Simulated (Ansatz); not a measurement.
Input

```
crystal:
  lattice:
    - [0.0, 2.8874943781, 2.7484686699]
    - [2.8874943781, 0.0, 2.7484686699]
    - [2.8874943781, 2.8874943781, 0.0]
  atoms:
    - { symbol: Mg, position: [0.0, 0.0, 0.0] }
    - { symbol: S, position: [0.25, 0.25, 0.25] }
kpoints:
  mp_grid: { grid: [8, 8, 8] }
  band_path:
    path:
      - [0.0, 0.0, 0.0]
      - [-0.5, -0.5, 0.0]
      - [-0.375, -0.375, 0.25]
      - [-0.375, 0.0, 0.375]
      - [0.0, 0.0, 0.5]
      - [-0.5, -0.25, 0.25]
    npoints: 1
hamiltonian:
  xc: r2scan
scf:
  occupations: { method: fixed }
  n_extra_bands: 4
output:
  forces: true
  stress: true
  eigenvalues: true
  write_density: true
  write_potential: true
  elf: true
  volumetric_format: npy
```

Launched as:

```sh
ansatz run input.yaml --threads 2 --pin off --max-ram 29491MiB --backend cpu --events-out ev --progress --plain --runs-dir out
```

Below, planes, directions and counts refer to the conventional cell (a = 4.08 Å, b = 4.08 Å, c = 5.50 Å, α = 90.00°, β = 90.00°, γ = 90.00°).

Space group I-4m2; started from the zincblende prototype, which need not be the ambient phase; changed on purpose from its base cell (epitaxial xy strain +2.0%).

The calculation used DFT, r2SCAN, plane waves, PAW in Ansatz 0.2.0.

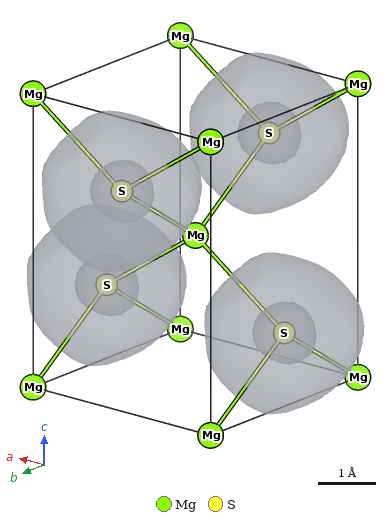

MgS. Isosurface of the ELF at 0.7 (grey), seen at an oblique angle. Core shells and regions of very low density are left out. Sticks mark near contacts.

Core electrons are frozen (PAW), and the valence fields are smoothed inside the atomic spheres.

Question: Identify the bonds, lone pairs and shells in this picture.

Answer: The surface consists of two regions wrapped around S (the valence shell of each), counted in one cell of 4 atoms. Any copies at cell faces, edges or corners count once. Profiles from the grid: Mg–S (2.46 Å): the ELF peaks at about 0.90 in the valence shell of S, 0.9 Å from its nucleus, and falls to about 0.05 next to Mg (a largely ionic contact).

Question: Does the calculation give a band gap?

Answer: It is gapped, with a Kohn–Sham gap of 4.0 eV on the k-point mesh (the band edges may lie off the mesh, which would make the gap smaller).
